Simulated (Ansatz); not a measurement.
Geometry relaxation of Ge (part 1 of 2)

System: Ge (defect cell, 17 atoms in the cell).
Method: DFT PBE-D3(BJ), scalar-relativistic, plane waves, PAW, no spin polarisation (Ansatz 0.2.0).

It belongs to a series of runs on one base structure; here: start relaxed. Figures and captions count atoms from 1; the log counts them from 0 in places.

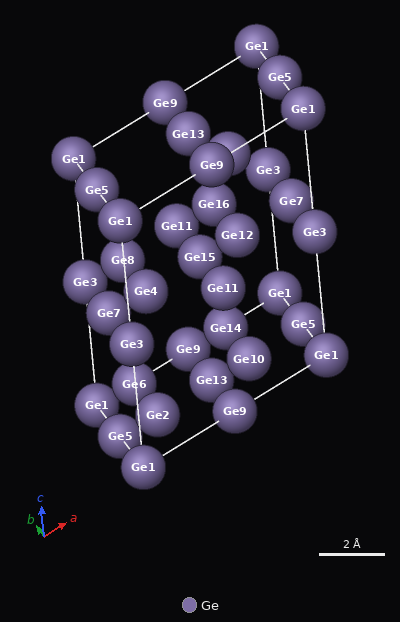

*The structure as given in the input (spheres-only view of the cell of the calculation, seen slightly off an axis; atoms are numbered from 1 in the order of the input). An atom can appear more than once, as a periodic image.*

## Summary

```csv
quantity,value
outcome,converged
electrons treated,238
free energy,−73015.1662 eV
Fermi energy,9.426 eV
final volume,362.64 Å³
largest force (length of the vector) at the end,0.016 eV/Å
hardware,"2 threads of Intel Xeon (Sapphire Rapids), 16 GiB of memory available, shared host"
wall time,28 s (CPU time 55 s)
peak memory,1.1 GiB
```

## Notes

The input asks for low accuracy.

## Input file
```yaml
accuracy: low
crystal:
  lattice:
    - [0.0, 5.66, 5.66]
    - [5.66, 0.0, 5.66]
    - [5.66, 5.66, 0.0]
  atoms:
    - { symbol: Ge, position: [0.0, 0.0, 0.0] }
    - { symbol: Ge, position: [0.125, 0.125, 0.125] }
    - { symbol: Ge, position: [0.0, 0.0, 0.5] }
    - { symbol: Ge, position: [0.125, 0.125, 0.625] }
    - { symbol: Ge, position: [0.0, 0.5, 0.0] }
    - { symbol: Ge, position: [0.125, 0.625, 0.125] }
    - { symbol: Ge, position: [0.0, 0.5, 0.5] }
    - { symbol: Ge, position: [0.125, 0.625, 0.625] }
    - { symbol: Ge, position: [0.5, 0.0, 0.0] }
    - { symbol: Ge, position: [0.625, 0.125, 0.125] }
    - { symbol: Ge, position: [0.5, 0.0, 0.5] }
    - { symbol: Ge, position: [0.625, 0.125, 0.625] }
    - { symbol: Ge, position: [0.5, 0.5, 0.0] }
    - { symbol: Ge, position: [0.625, 0.625, 0.125] }
    - { symbol: Ge, position: [0.5, 0.5, 0.5] }
    - { symbol: Ge, position: [0.625, 0.625, 0.625] }
    - { symbol: Ge, position: [0.7476643, 0.743379, 0.7442272] }
basis:
  ecutwfc: 420.0
kpoints:
  mp_grid: { grid: [2, 2, 2] }
hamiltonian:
  xc: pbe
  dispersion: d3bj
scf:
  occupations: { method: fermi_dirac, width: 0.05 }
  lower_state_search: "off"
relax:
  f_tol: 0.08
  max_steps: 25
  adjacent_minimum: "off"
output:
  write_density: true
  write_potential: true
  elf: true
  volumetric_format: npy
```

Run as:
```bash
ansatz run input.yaml --threads 2 --pin off --max-ram 5120MiB --backend cpu --events-out ev --progress --plain --runs-dir out
```

## Output
```
Engine: ansatz 0.2.0, x86_64-unknown-linux-gnu
Pseudopotentials: kind: paw
Pseudopotential: Ge, paw, valence charge 14, recommended cutoff 420 eV (normal), Ge.paw.azcp
Functional definition: PBE
  parameter kappa = 0.804
  parameter beta = 0.06672455060314922
  exchange = pbe_x(kappa = kappa, mu = beta*pi^2/3)
  correlation = pbe_c(beta = beta)
Crystal: 17 atoms, lattice volume = 362.643 Å³
Basis set: ecut = 420 eV, 7119 PW (Γ), exchange–correlation on 108×108×108 points (8 copies of the dense FFT grid, shifted against one another)
Bands: 143, of which v1, the nominal top of the filled ones, is band 119 counted from 1 (118 counted from 0)
Symmetry: 1 space group operations
Space group: P1 (ITA 1), of the structure as read, at distance tolerance 7.1e-5 Å
k-points: 8
Non-local potential: Ge, projectors of the file, l = 0: 2, l = 1: 2, l = 2: 3, l = 3: 1
PAW form: soft (Blöchl's): semilocal exchange-correlation on the pseudo side does not see the compensation charge
PAW one-centre angular grid: Ge, 590 points (default); XC on 64 Gauss nodes
Initial density: superposition of atomic densities (neutral atoms: chi_scale 0, normalization atom), corrected by the library's trained network
Initial wavefunctions: pseudopotential atomic-orbital guess
Functional: x = pbe(κ = 0.804, μ = 0.2195149727645171), c = pbe(β = 0.06672455060314922)
SCF iter   1: F=—  HF=-73014.858212 eV  |F-HF|=—  |Δ(HF+E_count)|=         —  Δρ=2.78e-3  dr2=6.61e-2  ethr=1.77e-3  ⟨swp⟩=6.0  Hψ=4050  notcnv=0  defer=12
preconditioner: auto → Resta (q_TF=auto, 2.543 Å⁻¹)  ε∞=2.8  [insulator: Δε(μ)=0.349 eV  Ē_g=22.602 eV  σ=0.050 eV  W_gap=0.94  n_scr=112 (ndim 8)  ℏωp=30.1 eV  f_vac=0.070  D(μ)=0.82/eV (n_scr^D=0)  ε∞_Penn≈2.8]
SCF iter   2: F=—  HF=-73014.834307 eV  |F-HF|=—  |Δ(HF+E_count)|=   2.39e-2  Δρ=1.43e-3  dr2=6.71e-3  ethr=2.78e-5  ⟨swp⟩=2.1  Hψ=2306  notcnv=0  defer=98
SCF iter   3: F=—  HF=-73014.833010 eV  |F-HF|=—  |Δ(HF+E_count)|=   1.30e-3  Δρ=5.85e-4  dr2=1.41e-3  ethr=2.82e-6  ⟨swp⟩=2.0  Hψ=1989  notcnv=0  defer=98
SCF iter   4: F=—  HF=-73014.832858 eV  |F-HF|=—  |Δ(HF+E_count)|=   1.52e-4  Δρ=1.82e-4  dr2=1.38e-4  ethr=5.94e-7  ⟨swp⟩=2.0  Hψ=1989  notcnv=0  defer=98
iter 5 did not close the SCF: its close was put off for the readings that it lacked (scf_convergence_deferred on its scf_iter line)
SCF iter   5: F=-73014.832908 eV  HF=-73014.832899 eV  |F-HF|=9.51e-6  |Δ(HF+E_count)|=   4.12e-5  Δρ=4.62e-5  dr2=9.21e-6  ethr=5.78e-8  ⟨swp⟩=2.0  Hψ=1309  notcnv=0  defer=98
SCF iter   6: F=-73014.832909 eV  HF=-73014.832910 eV  |F-HF|=1.49e-6  |Δ(HF+E_count)|=   1.17e-5  Δρ=1.99e-5  dr2=1.71e-6  ethr=3.87e-9  ⟨swp⟩=6.5  Hψ=7299  notcnv=0
SCF 1 converged in 6 iterations: F = -73014.832909 eV  dr2 = 1.71e-6
  greatest PAW one-centre occupation: 0.998 electrons in one spin orbital (limit 2), on the Ge atom at site 16 (counted from 0), in its partial waves of l = 2
relax step   1: F+E_penalty+E_count = -73014.83290900 eV  Δ(F+E_penalty+E_count) = +0.000e0 eV  max|allowed force component| = 1.077e0 eV/Å  Δτ_max = 0.0000 Å  (6 SCF iters, dr2 threshold 1.00e-4 eV, accepted)
Initial density: handed on by an earlier stage of this run
Initial wavefunctions: those handed on with the density
iter 1 solved again at ethr=3.95e-5 eV; its pass at ethr=3.10e-3 eV (dr2=9.40e-2 eV) is discarded
SCF iter   1: F=—  HF=-73015.167361 eV  |F-HF|=—  |Δ(HF+E_count)|=         —  Δρ=4.17e-3  dr2=9.25e-2  ethr=3.95e-5  ⟨swp⟩=2.0  Hψ=3480  notcnv=0  defer=99
preconditioner: auto → Resta (q_TF=auto, 2.543 Å⁻¹)  ε∞=2.8  [insulator: Δε(μ)=0.334 eV  Ē_g=22.549 eV  σ=0.050 eV  W_gap=0.93  n_scr=112 (ndim 8)  ℏωp=30.1 eV  f_vac=0.068  D(μ)=1.06/eV (n_scr^D=0)  ε∞_Penn≈2.8]
SCF iter   2: F=—  HF=-73015.153452 eV  |F-HF|=—  |Δ(HF+E_count)|=   1.39e-2  Δρ=2.07e-3  dr2=8.05e-3  ethr=3.89e-5  ⟨swp⟩=2.0  Hψ=1332  notcnv=0  defer=99
SCF iter   3: F=—  HF=-73015.153462 eV  |F-HF|=—  |Δ(HF+E_count)|=   1.07e-5  Δρ=1.01e-3  dr2=2.14e-3  ethr=3.38e-6  ⟨swp⟩=2.0  Hψ=1996  notcnv=0  defer=99
SCF iter   4: F=—  HF=-73015.153698 eV  |F-HF|=—  |Δ(HF+E_count)|=   2.36e-4  Δρ=1.62e-4  dr2=1.14e-4  ethr=9.00e-7  ⟨swp⟩=2.0  Hψ=1997  notcnv=0  defer=99
SCF iter   5: F=-73015.153661 eV  HF=-73015.153652 eV  |F-HF|=8.54e-6  |Δ(HF+E_count)|=   4.60e-5  Δρ=6.80e-5  dr2=1.27e-5  ethr=3.04e-8  ⟨swp⟩=7.0  Hψ=8178  notcnv=0
SCF 2 converged in 5 iterations: F = -73015.153661 eV  dr2 = 1.27e-5
relax step   2: F+E_penalty+E_count = -73015.15366104 eV  Δ(F+E_penalty+E_count) = -3.208e-1 eV  max|allowed force component| = 1.883e-1 eV/Å  Δτ_max = 0.0748 Å  (5 SCF iters, dr2 threshold 7.24e-5 eV, accepted)
SCF iter   1: F=—  HF=-73015.163299 eV  |F-HF|=—  |Δ(HF+E_count)|=         —  Δρ=6.61e-4  dr2=1.55e-3  ethr=9.27e-6  ⟨swp⟩=3.2  Hψ=2186  notcnv=0  defer=99
preconditioner: auto → Resta (q_TF=auto, 2.543 Å⁻¹)  ε∞=2.8  [insulator: Δε(μ)=0.290 eV  Ē_g=22.543 eV  σ=0.050 eV  W_gap=0.89  n_scr=112 (ndim 8)  ℏωp=30.1 eV  f_vac=0.069  D(μ)=1.17/eV (n_scr^D=0)  ε∞_Penn≈2.8]
SCF iter   2: F=—  HF=-73015.163100 eV  |F-HF|=—  |Δ(HF+E_count)|=   1.99e-4  Δρ=3.39e-4  dr2=2.07e-4  ethr=6.52e-7  ⟨swp⟩=2.0  Hψ=1369  notcnv=0  defer=99
SCF iter   3: F=—  HF=-73015.163101 eV  |F-HF|=—  |Δ(HF+E_count)|=   1.26e-6  Δρ=1.29e-4  dr2=3.88e-5  ethr=8.70e-8  ⟨swp⟩=2.0  Hψ=1997  notcnv=0  defer=99
SCF iter   4: F=—  HF=-73015.163058 eV  |F-HF|=—  |Δ(HF+E_count)|=   4.30e-5  Δρ=2.04e-5  dr2=1.69e-6  ethr=1.63e-8  ⟨swp⟩=2.0  Hψ=1997  notcnv=0  defer=99
SCF iter   5: F=—  HF=-73015.163058 eV  |F-HF|=—  |Δ(HF+E_count)|=   3.58e-7  Δρ=6.96e-6  dr2=1.30e-7  ethr=7.08e-10  ⟨swp⟩=2.0  Hψ=2000  notcnv=0  defer=99
SCF iter   6: F=-73015.163058 eV  HF=-73015.163058 eV  |F-HF|=1.76e-8  |Δ(HF+E_count)|=   8.17e-8  Δρ=2.38e-6  dr2=2.01e-8  ethr=4.20e-11  ⟨swp⟩=7.0  Hψ=6233  notcnv=0
SCF 3 converged in 6 iterations: F = -73015.163058 eV  dr2 = 2.01e-8
relax step   3: F+E_penalty+E_count = -73015.16305799 eV  Δ(F+E_penalty+E_count) = -9.397e-3 eV  max|allowed force component| = 8.855e-2 eV/Å  Δτ_max = 0.0148 Å  (6 SCF iters, accepted)
SCF iter   1: F=—  HF=-73015.166312 eV  |F-HF|=—  |Δ(HF+E_count)|=         —  Δρ=7.93e-4  dr2=1.21e-3  ethr=1.65e-5  ⟨swp⟩=4.0  Hψ=2510  notcnv=0  defer=99
preconditioner: auto → Resta (q_TF=auto, 2.543 Å⁻¹)  ε∞=2.8  [insulator: Δε(μ)=0.291 eV  Ē_g=22.547 eV  σ=0.050 eV  W_gap=0.89  n_scr=112 (ndim 8)  ℏωp=30.1 eV  f_vac=0.069  D(μ)=1.15/eV (n_scr^D=0)  ε∞_Penn≈2.8]
SCF iter   2: F=—  HF=-73015.166249 eV  |F-HF|=—  |Δ(HF+E_count)|=   6.29e-5  Δρ=4.32e-4  dr2=3.37e-4  ethr=5.07e-7  ⟨swp⟩=1.2  Hψ=1322  notcnv=0  defer=99
SCF iter   3: F=—  HF=-73015.166257 eV  |F-HF|=—  |Δ(HF+E_count)|=   8.16e-6  Δρ=6.15e-5  dr2=3.32e-5  ethr=1.42e-7  ⟨swp⟩=2.0  Hψ=1306  notcnv=0  defer=99
SCF iter   4: F=—  HF=-73015.166210 eV  |F-HF|=—  |Δ(HF+E_count)|=   4.70e-5  Δρ=1.80e-5  dr2=1.37e-6  ethr=1.40e-8  ⟨swp⟩=2.0  Hψ=2000  notcnv=0  defer=99
SCF iter   5: F=—  HF=-73015.166210 eV  |F-HF|=—  |Δ(HF+E_count)|=   1.50e-7  Δρ=6.92e-6  dr2=1.82e-7  ethr=5.74e-10  ⟨swp⟩=2.0  Hψ=1997  notcnv=0  defer=99
SCF iter   6: F=-73015.166210 eV  HF=-73015.166210 eV  |F-HF|=1.61e-8  |Δ(HF+E_count)|=   1.16e-7  Δρ=2.43e-6  dr2=2.66e-8  ethr=4.20e-11  ⟨swp⟩=8.0  Hψ=6955  notcnv=0
SCF 4 converged in 6 iterations: F = -73015.166210 eV  dr2 = 2.66e-8
relax step   4: F+E_penalty+E_count = -73015.16621041 eV  Δ(F+E_penalty+E_count) = -3.152e-3 eV  max|allowed force component| = 9.491e-3 eV/Å  Δτ_max = 0.0383 Å  (6 SCF iters, accepted)
```

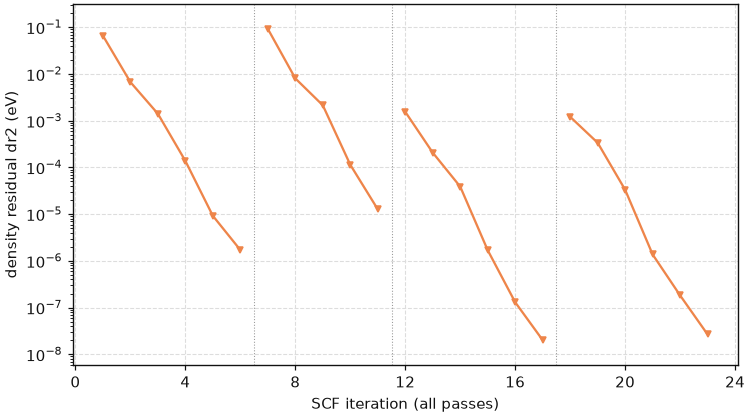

*Convergence of the self-consistent field: density residual dr2 against the SCF iteration. The dotted lines part the SCF passes of the relaxation: geometry steps, rejected trials and re-solves on a re-selected basis.*

The passes take 6, 5, 6 and 6 iterations.

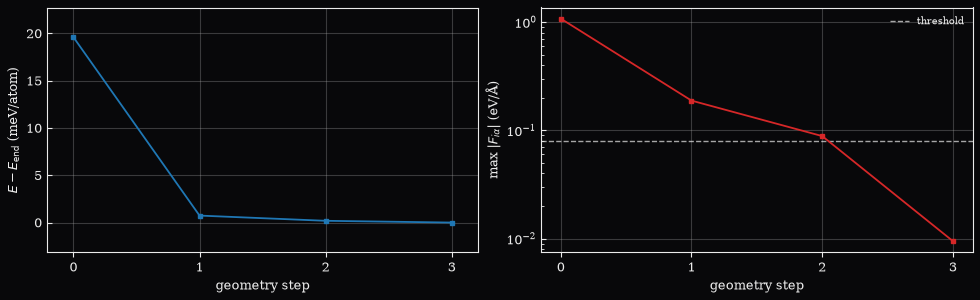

*Progress of the relaxation, step by step (the first geometry is step 0 here and step 1 in the log).*

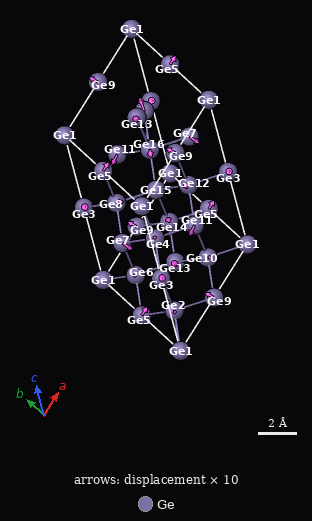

*The starting structure with the displacements as pink arrows, magnified 10 times (ball-and-stick view of the cell of the calculation, seen at an oblique angle).*

The atom that moves furthest is Ge17 (0.091 Å). The cell doesn't change. Among the contacts that change: Ge16–Ge17 2.355 → 2.498 Å, Ge11–Ge12 2.451 → 2.507 Å, Ge11–Ge16 2.451 → 2.505 Å, Ge12–Ge15 2.451 → 2.403 Å. Among the angles that change: Ge2–Ge3–Ge4 109.5° → 112.9°, Ge8–Ge17–Ge16 112.2° → 109.5°, Ge7–Ge8–Ge17 68.3° → 70.7°. The energy falls by 19.6 meV per atom in 3 geometry steps. Largest force component: 1.1 eV/Å at the start, 0.0095 eV/Å at the end. (Atoms are counted from 1 in the order of the input.)

```
NSCF: frozen V_eff on 8 k-points
the band table was solved once a step of the walk had ended and its energy, with any forces and stress, was formed, with the checks that follow a solve (4619 applications of the Hamiltonian). They found nothing against the state; the energy, forces and stress were not computed again (output.eigenvalues in the input reference)
SCF converged after 6 iterations
Free energy (F): -73015.166210 eV
Harris-Foulkes:  -73015.166210 eV  (|F-HF|=1.61e-8)
Internal energy: -73015.152689 eV  (E = F + TS)
E sigma→0 (E₀):  -73015.159450 eV
Entropy (-TS):   -0.013521 eV (-0.795 meV/atom)
Fermi energy:    9.426168 eV
--- Per-component energies (eV) ---
  E_band       = -2353.717952
  E_kinetic    = 1914.019014
  E_local      = -41541.886994  (includes V_loc(G=0)·N_el)
  E_nonlocal   = 7110.338897
  E_hartree    = 18287.502045
  E_xc         = -1295.191958
  E_vxc        = -1111.792348  (∫ρ·V_xc dr)
  E_paw        = -34326.674335  (= ΣΔE_a)
  E_vpaw       = -5299.406845  (= ΣTr[D̂ρ^β])
  E_aug_tail   = 0.005928  (compensation charges beyond the density's cutoff)
  E_ewald      = -23157.922774
  E_disp       = -5.342514  (pairwise vdW)
  E_smearing   = -0.013521  (= −TS)
  E_closure    = -0.000000  (closes the sum)
  Σ components = -73015.166210   (vs F -73015.166210, Δ=0.00e0)
--- Forces (eV/Å), atoms counted from 1 ---
  atom   1  Ge     0.00025832    -0.00014090    -0.00004880
  atom   2  Ge     0.00146718     0.00031588     0.00052770
  atom   3  Ge    -0.00467726    -0.00609154    -0.00121213
  atom   4  Ge     0.00234118     0.00120449     0.00627617
  atom   5  Ge    -0.00503310    -0.00125535    -0.00622247
  atom   6  Ge     0.00222084     0.00621719     0.00129007
  atom   7  Ge    -0.00113838     0.00787417     0.00739136
  atom   8  Ge    -0.00397294    -0.00259008    -0.00267103
  atom   9  Ge    -0.00081305    -0.00451885    -0.00428978
  atom  10  Ge     0.00655197     0.00175733     0.00196419
  atom  11  Ge     0.00697012     0.00018408     0.00891530
  atom  12  Ge    -0.00307516    -0.00383235    -0.00251025
  atom  13  Ge     0.00670228     0.00913035    -0.00006471
  atom  14  Ge    -0.00312849    -0.00247828    -0.00382876
  atom  15  Ge     0.00110156     0.00052732     0.00065305
  atom  16  Ge    -0.00896103    -0.00949084    -0.00935600
  atom  17  Ge     0.00318917     0.00319036     0.00318904
  max |Σ_I F_I| component: 3.20e-6 eV/Å
--- Band table (eV; the first three rows and the last of 8) ---
  k-point 0: bands = ["-15.7567", "-15.7562", "-15.7562", "-15.7159", "-15.7158", "-15.5213", "-15.5210", "-15.5210", "-15.4540", "-15.4540", "-15.4535", "-15.4527", "-15.4527", "-15.4434", "-15.4434", "-15.4428", "-15.4382", "-15.4255", "-15.4254", "-15.4246", "-15.4188", "-15.4188", "-15.4065", "-15.4065", "-15.4061", "-15.3911", "-15.3911", "-15.3906", "-15.3721", "-15.3714", "-15.3713", "-15.3628", "-15.3628", "-15.3622", "-15.3621", "-15.3616", "-15.3438", "-15.3438", "-15.3300", "-15.3090", "-15.3088", "-15.3088", "-15.2788", "-15.2788", "-15.2536", "-15.2533", "-15.2532", "-15.2343", "-15.2342", "-15.2332", "-15.2330", "-15.2330", "-15.2097", "-15.1990", "-15.1988", "-15.1987", "-15.1965", "-15.1906", "-15.1905", "-15.1895", "-15.1893", "-15.1892", "-15.1507", "-15.1507", "-15.1506", "-15.1430", "-15.1430", "-15.1430", "-15.1399", "-15.1398", "-15.1395", "-15.1189", "-15.1181", "-15.1181", "-15.0997", "-15.0996", "-15.0994", "-15.0714", "-15.0714", "-15.0679", "-15.0679", "-15.0678", "-15.0522", "-15.0520", "-15.0519", "-4.0475", "-1.8406", "-1.5693", "-1.5674", "-1.5674", "-0.8540", "0.1786", "0.1786", "0.1789", "0.4200", "0.4200", "0.6618", "1.6241", "1.6242", "1.6253", "5.0634", "5.2902", "5.2911", "5.2911", "6.2429", "6.2431", "6.2432", "7.5638", "7.5641", "7.5645", "7.7187", "7.7188", "7.9272", "7.9273", "7.9273", "9.0845", "9.0848", "9.0865", "9.2454", "9.2456", "9.2457", "9.2634", "9.5551", "9.6415", "9.6418", "9.6421", "9.9537", "9.9537", "10.9176", "10.9193", "10.9197", "12.0873", "12.0883", "12.0919", "12.7648", "12.7648", "13.0012", "13.0014", "13.0018", "13.5666", "15.8318", "15.8619", "15.8626"]
```
